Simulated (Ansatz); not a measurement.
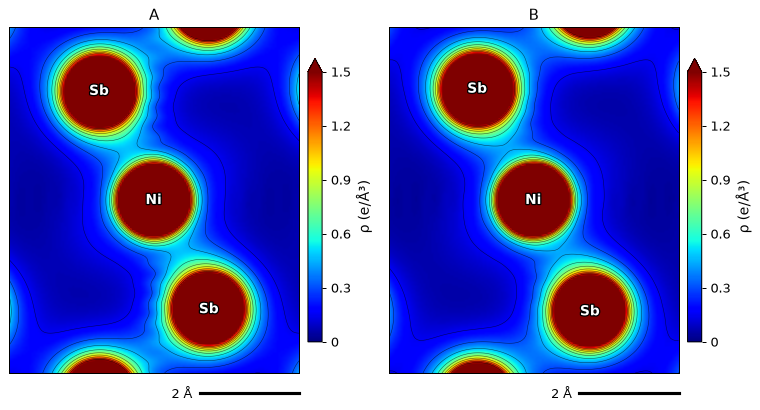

NiSb2. The valence pseudo-density of two cells that differ in size, on the (001) plane of each (indices in the axes of the calculation cell), at one length scale and on one colour scale: B has 20.6 Å³ an atom and A 19.4.

Space group Pnnm; computed without spin polarisation.

These are results of DFT PBEsol, scalar-relativistic, plane waves, PAW (Ansatz 0.2.0), not measurements.

Core electrons are frozen (PAW), and the valence fields are smoothed inside the atomic spheres.

The larger cell:

```
Ni Sb
1.0
     5.15044    0.00000    0.00000
     0.00000    6.27527    0.00000
     0.00000    0.00000    3.83116
Ni Sb
2 4
Direct
  0.00000 0.00000 0.00000
  0.50000 0.50000 0.50000
  0.22072 0.35782 0.00000
  0.77928 0.64218 0.00000
  0.72072 0.14218 0.50000
  0.27928 0.85782 0.50000
```

The smaller cell: a = 5.034 Å, b = 6.171 Å, c = 3.747 Å, α = 90.00°, β = 90.00°, γ = 90.00°.

What does the compression do to the bonding and the properties?

From the larger cell to the smaller, Ni–Sb goes from 2.52 to 2.46 Å, and the density at its midpoint from 0.45 to 0.49 e/Å³; the pressure goes from 0.0 to 7 GPa.
